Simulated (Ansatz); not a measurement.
## ZnO: a failed or faulty run and its cure

System: ZnO (P6₃mc, 4 atoms in the cell).
Method of run A: DFT, PBE, plane waves, PAW, Ueff = -5 eV on Zn p, no spin polarisation (Ansatz 0.2.0).

The structure derives from a Materials Project entry. Some settings of this run were made unusual or wrong on purpose. Text and figures count atoms from 1; the logs count them from 0 in places.

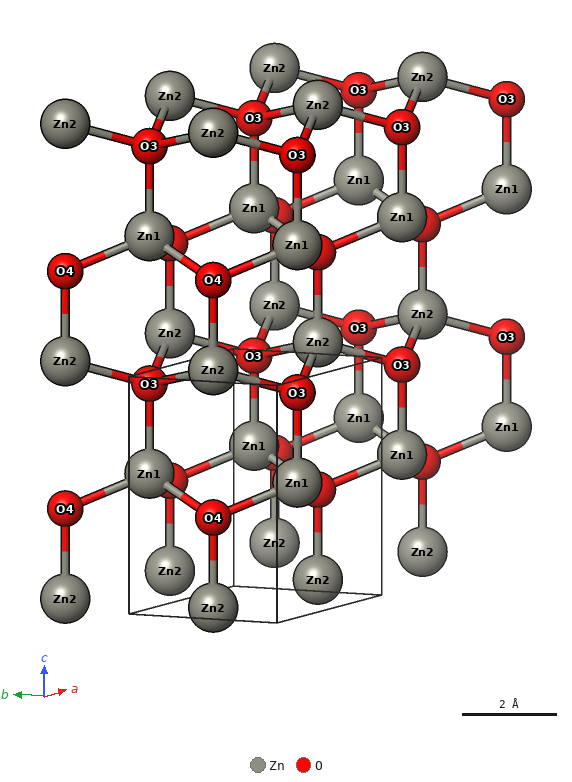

**Figure 1.** The starting structure (ball-and-stick view of the cell of the calculation, repeated 3 × 2 × 2, seen at an oblique angle; atoms are numbered from 1 in the order of the input). Near neighbours in the crystal (not all of them lie inside the picture): Zn has 4 O at 1.97 to 1.98 Å; O has 4 Zn at 1.97 to 1.98 Å.

## Input file, run A
```yaml
crystal:
  lattice:
    - [3.2373510235, 0.0, 0.0]
    - [-1.6186755117, 2.8036282273, 0.0]
    - [0.0, 0.0, 5.2220613]
  atoms:
    - { symbol: Zn, position: [0.66666667, 0.33333333, 0.5005917] }
    - { symbol: Zn, position: [0.33333333, 0.66666667, 0.0005917] }
    - { symbol: O, position: [0.66666667, 0.33333333, 0.8797183] }
    - { symbol: O, position: [0.33333333, 0.66666667, 0.3797183] }
basis:
  ecutwfc: 420
kpoints:
  mp_grid: { grid: [9, 9, 6] }
hamiltonian:
  xc: pbe
  hubbard: { sites: [{ species: Zn, l: p, u_eff: -5.0 }] }
scf:
  occupations: { method: gaussian, width: 0.02 }
  max_iter: 100
output:
  forces: true
  eigenvalues: true
  stress: true
relax:
  adjacent_minimum: "off"
  f_tol: 0.005
  max_steps: 80
  cell: { stress_tol: 0.05 }
```

Command:
```bash
ansatz run input.yaml --threads 8 --pin off --max-ram 16384MiB --backend cpu --events-out ev --progress --plain --runs-dir out
```

Hardware: 8 threads of Arm Neoverse V1, 24 GiB of memory available, shared host.

## Output, shortened to warnings, some set-up lines, iterations and results (run A)
```
Basis set: ecut = 420 eV, 941 PW (Γ), exchange–correlation on 48×48×72 points (8 copies of the dense FFT grid, shifted against one another)
Symmetry: 12 space group operations
k-points: 48 of 486 (time reversal used)
Initial density: superposition of atomic densities (chi_scale 0.1, normalization cell, long waves of neutral atoms under a Hubbard term (reshape's long-wave potential 0.00 eV rms, cloud 1.88 Å wide))
[...]
SCF iter   1: F=—  HF=-7779.681298 eV  |F-HF|=—  |Δ(HF+E_count)|=         —  Δρ=1.10e-1  dr2=3.19e0  ethr=3.10e-3  ⟨swp⟩=5.6  Hψ=4464  notcnv=0
SCF iter   2: F=—  HF=-7778.099470 eV  |F-HF|=—  |Δ(HF+E_count)|=    1.58e0  Δρ=2.51e-2  dr2=2.93e-1  ethr=3.10e-3  ⟨swp⟩=2.1  Hψ=2407  notcnv=0
SCF iter   3: F=—  HF=-7777.808793 eV  |F-HF|=—  |Δ(HF+E_count)|=   2.91e-1  Δρ=2.14e-2  dr2=1.51e-1  ethr=8.13e-4  ⟨swp⟩=2.0  Hψ=2398  notcnv=0
SCF iter   4: F=—  HF=-7777.726961 eV  |F-HF|=—  |Δ(HF+E_count)|=   8.18e-2  Δρ=7.68e-3  dr2=1.20e-2  ethr=4.19e-4  ⟨swp⟩=2.2  Hψ=2020  notcnv=0
SCF iter   5: F=—  HF=-7777.731162 eV  |F-HF|=—  |Δ(HF+E_count)|=   4.20e-3  Δρ=2.72e-3  dr2=4.42e-3  ethr=3.32e-5  ⟨swp⟩=2.0  Hψ=2390  notcnv=0
[... 48 lines ...]
SCF iter   5: F=—  HF=-7777.744225 eV  |F-HF|=—  |Δ(HF+E_count)|=   5.15e-8  Δρ=1.60e-6  dr2=1.04e-9  ethr=3.59e-12  ⟨swp⟩=2.0  Hψ=1902  notcnv=0
SCF iter   6: F=—  HF=-7777.744225 eV  |F-HF|=—  |Δ(HF+E_count)|=  3.33e-10  Δρ=5.23e-7  dr2=1.02e-10  ethr=2.89e-12  ⟨swp⟩=2.1  Hψ=1812  notcnv=0
SCF iter   7: F=-7777.744225 eV  HF=-7777.744225 eV  |F-HF|=2.73e-12  |Δ(HF+E_count)|=  2.86e-10  Δρ=1.46e-7  dr2=8.68e-12  ethr=1.00e-12  ⟨swp⟩=4.6  Hψ=3924  notcnv=0
SCF 7 converged in 7 iterations: F = -7777.744225 eV  dr2 = 8.68e-12
relax step   7: F+E_penalty+E_count = -7777.74422516 eV  Δ(F+E_penalty+E_count) = -2.209e-4 eV  max|allowed force component| = 3.115e-5 eV/Å  Δτ_max = 0.0000 Å  P = +0.006 …
basis re-selected at this cell: Δ(F+E_penalty+E_count) = -2.209e-4 eV, ΔP = +0.002 GPa vs the last step (what re-selecting the basis moved, of the pressure what is left beyond the Pulay correction that the steps carried, after the strain that the cell walked since its last selection, with what the …
SCF converged after 7 iterations
Free energy (F): -7777.744225 eV
Harris-Foulkes:  -7777.744225 eV  (|F-HF|=2.73e-12)
Internal energy: -7777.744225 eV  (E = F + TS)
E sigma→0 (E₀):  -7777.744225 eV
Fermi energy:    7.074897 eV
--- Per-component energies (eV) ---
  E_band       = 46.788238
  E_kinetic    = 607.072601
  E_local      = -4015.719025  (includes V_loc(G=0)·N_el)
  E_nonlocal   = 1333.199545
  E_hartree    = 1645.430066
  E_xc         = -418.742028
  E_vxc        = -288.337761  (∫ρ·V_xc dr)
  E_hubbard    = -4.247495  (on-site DFT+U / exact-exchange correction)
  E_vhub       = -3.372991  (the Hubbard potential's part of the band-sum identity)
  E_paw        = -3978.802394  (= ΣΔE_a)
  E_vpaw       = -876.918387  (= ΣTr[D̂ρ^β])
  E_aug_tail   = 0.004148  (compensation charges beyond the density's cutoff)
  E_ewald      = -2945.939644
  E_smearing   = -0.000000  (= −TS)
  E_closure    = 0.000000  (closes the sum)
  Σ components = -7777.744225   (vs F -7777.744225, Δ=0.00e0)
--- Forces (eV/Å), atoms counted from 1 ---
  atom   1  Zn    -0.00000000     0.00000000    -0.00003041
  atom   2  Zn     0.00000000    -0.00000000    -0.00003041
  atom   3  O      0.00000000    -0.00000000     0.00003188
  atom   4  O     -0.00000000     0.00000000     0.00003188
  max |Σ_I F_I| component: 2.95e-6 eV/Å
--- Stress (GPa, compression-positive) ---
        0.000630      -0.000000       0.000000
       -0.000000       0.000630      -0.000000
        0.000000      -0.000000       0.018226
  P = ⅓ Tr σ = 0.0065 GPa (0.065 kbar)
Occupation matrices written to [file]
--- Relaxed structure (5 steps of the walk, 5 accepted, 2 SCFs on fresh bases) ---
  F+E_penalty+E_count = -7777.74422516 eV   max|allowed force component| = 3.115e-5 eV/Å   (the final SCF, on the basis selected at the relaxed cell)
  cell:  # Å, volume = 48.4319 Å³
    - [3.2515415831016856, -2.899410507832039e-11, 3.600476942469785e-35]
    - [-1.6257707915257333, 2.815917612442027, -4.158203218943394e-34]
[...]
```

Diagnose this run and give a change of the input that cures it.

Answer. The input was spoiled on purpose: an enormous or negative U (`hamiltonian.hubbard`). Such a U drives the occupations to unphysical values. The run converged all the same; its numbers are those of the faulty input and shouldn't be used.

A run of the same system that converges differs from this input as follows (lines with − go, lines with + come):
```diff
-  hubbard: { sites: [{ species: Zn, l: p, u_eff: -5.0 }] }
-  max_iter: 100
```

## Output, shortened to warnings, some set-up lines, iterations and results (run B)
```
Basis set: ecut = 420 eV, 941 PW (Γ), exchange–correlation on 48×48×72 points (8 copies of the dense FFT grid, shifted against one another)
Symmetry: 12 space group operations
k-points: 48 of 486 (time reversal used)
Initial density: superposition of atomic densities (neutral atoms: chi_scale 0, normalization atom), corrected by the library's trained network
[...]
SCF iter   1: F=—  HF=-7773.659812 eV  |F-HF|=—  |Δ(HF+E_count)|=         —  Δρ=6.66e-4  dr2=6.24e-5  ethr=1.77e-3  ⟨swp⟩=6.0  Hψ=4811  notcnv=0
SCF iter   2: F=—  HF=-7773.660989 eV  |F-HF|=—  |Δ(HF+E_count)|=   1.18e-3  Δρ=4.05e-4  dr2=2.60e-5  ethr=1.73e-7  ⟨swp⟩=2.8  Hψ=2725  notcnv=0
SCF iter   3: F=—  HF=-7773.661072 eV  |F-HF|=—  |Δ(HF+E_count)|=   8.29e-5  Δρ=2.28e-4  dr2=1.09e-5  ethr=7.22e-8  ⟨swp⟩=2.0  Hψ=1820  notcnv=0
SCF iter   4: F=—  HF=-7773.661114 eV  |F-HF|=—  |Δ(HF+E_count)|=   4.23e-5  Δρ=7.47e-5  dr2=1.94e-6  ethr=3.04e-8  ⟨swp⟩=2.0  Hψ=1894  notcnv=0
SCF iter   5: F=—  HF=-7773.661115 eV  |F-HF|=—  |Δ(HF+E_count)|=   2.48e-7  Δρ=1.99e-5  dr2=1.52e-7  ethr=5.39e-9  ⟨swp⟩=2.1  Hψ=1847  notcnv=0
[... 51 lines ...]
SCF iter   5: F=—  HF=-7773.693041 eV  |F-HF|=—  |Δ(HF+E_count)|=  6.89e-10  Δρ=7.93e-7  dr2=3.67e-10  ethr=1.82e-12  ⟨swp⟩=2.0  Hψ=1822  notcnv=0
SCF iter   6: F=—  HF=-7773.693041 eV  |F-HF|=—  |Δ(HF+E_count)|=  5.55e-10  Δρ=5.45e-7  dr2=1.02e-10  ethr=1.02e-12  ⟨swp⟩=2.0  Hψ=1907  notcnv=0
SCF iter   7: F=-7773.693041 eV  HF=-7773.693041 eV  |F-HF|=7.28e-12  |Δ(HF+E_count)|=  4.55e-11  Δρ=1.34e-7  dr2=5.93e-12  ethr=1.00e-12  ⟨swp⟩=4.1  Hψ=3817  notcnv=0
SCF 8 converged in 7 iterations: F = -7773.693041 eV  dr2 = 5.93e-12
relax step   8: F+E_penalty+E_count = -7773.69304059 eV  Δ(F+E_penalty+E_count) = -5.082e-4 eV  max|allowed force component| = 3.829e-4 eV/Å  Δτ_max = 0.0000 Å  P = +0.019 …
basis re-selected at this cell: Δ(F+E_penalty+E_count) = -5.082e-4 eV, ΔP = +0.006 GPa vs the last step (what re-selecting the basis moved, of the pressure what is left beyond the Pulay correction that the steps carried, after the strain that the cell walked since its last selection, with what the …
SCF converged after 7 iterations
Free energy (F): -7773.693041 eV
Harris-Foulkes:  -7773.693041 eV  (|F-HF|=7.28e-12)
Internal energy: -7773.693041 eV  (E = F + TS)
E sigma→0 (E₀):  -7773.693041 eV
Fermi energy:    7.082104 eV
--- Per-component energies (eV) ---
  E_band       = 50.943307
  E_kinetic    = 610.043395
  E_local      = -4055.909997  (includes V_loc(G=0)·N_el)
  E_nonlocal   = 1335.260525
  E_hartree    = 1665.235381
  E_xc         = -419.301988
  E_vxc        = -288.964588  (∫ρ·V_xc dr)
  E_paw        = -3980.687592  (= ΣΔE_a)
  E_vpaw       = -879.960991  (= ΣTr[D̂ρ^β])
  E_aug_tail   = 0.004160  (compensation charges beyond the density's cutoff)
  E_ewald      = -2928.336925
  E_smearing   = -0.000000  (= −TS)
  E_closure    = 0.000000  (closes the sum)
  Σ components = -7773.693041   (vs F -7773.693041, Δ=0.00e0)
--- Forces (eV/Å), atoms counted from 1 ---
  atom   1  Zn    -0.00000000     0.00000000     0.00038365
  atom   2  Zn     0.00000000    -0.00000000     0.00038365
  atom   3  O     -0.00000000    -0.00000000    -0.00038210
  atom   4  O      0.00000000     0.00000000    -0.00038210
  max |Σ_I F_I| component: 3.09e-6 eV/Å
--- Stress (GPa, compression-positive) ---
        0.017690      -0.000000       0.000000
       -0.000000       0.017690       0.000000
        0.000000       0.000000       0.021031
  P = ⅓ Tr σ = 0.0188 GPa (0.188 kbar)
--- Relaxed structure (6 steps of the walk, 6 accepted, 2 SCFs on fresh bases) ---
  F+E_penalty+E_count = -7773.69304059 eV   max|allowed force component| = 3.829e-4 eV/Å   (the final SCF, on the basis selected at the relaxed cell)
  cell:  # Å, volume = 49.2984 Å³
    - [3.279387443002763, -2.924240763747111e-11, -1.033707101665424e-33]
    - [-1.639693721476057, 2.840032834506707, 9.395946580131958e-34]
    - [-4.631771774786787e-33, 7.874011091287665e-34, 5.293177651325822]
  atoms:
    - { symbol: Zn, position: [0.6666666666666666, 0.33333333333333326, 0.5006021986140067] }
[...]
```

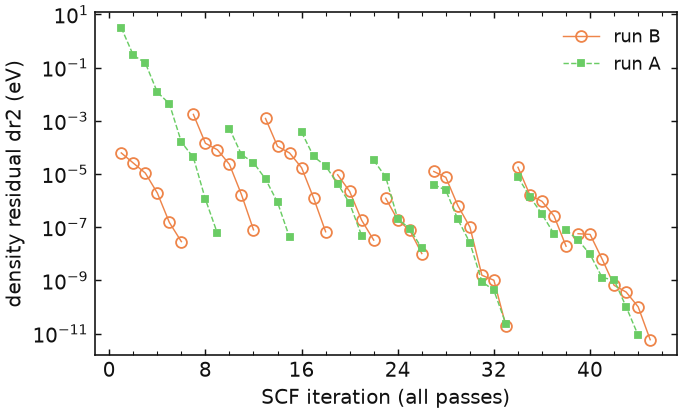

**Figure 2.** Convergence of the two runs: density residual dr2 against the SCF iteration. A break in a curve parts two SCF passes. Run B takes 45 iterations in all, and run A takes 44.

## The two runs side by side

```tsv
quantity	run A	run B
outcome	converged	converged
free energy per atom (eV)	−1944.4361	−1943.4233
gap on the mesh (eV)	1.00	0.74
pressure (GPa)	0.01	0.02
volume per atom (Å³)	12.11	12.32
largest force (eV/Å)	0.000	0.000
SCF iterations	44	45
irreducible k-points	48	48
wall time (shared host)	7.6 s	7.3 s
```

The total energies belong to different models, so their difference says nothing on which is more stable or more accurate. The gap on the mesh goes from 1.00 to 0.74 eV. The volume per atom goes from 12.11 to 12.32 Å³. The SCF takes 45 iterations over all geometry steps against 44. The two runs start from different initial densities, which also moves the count.
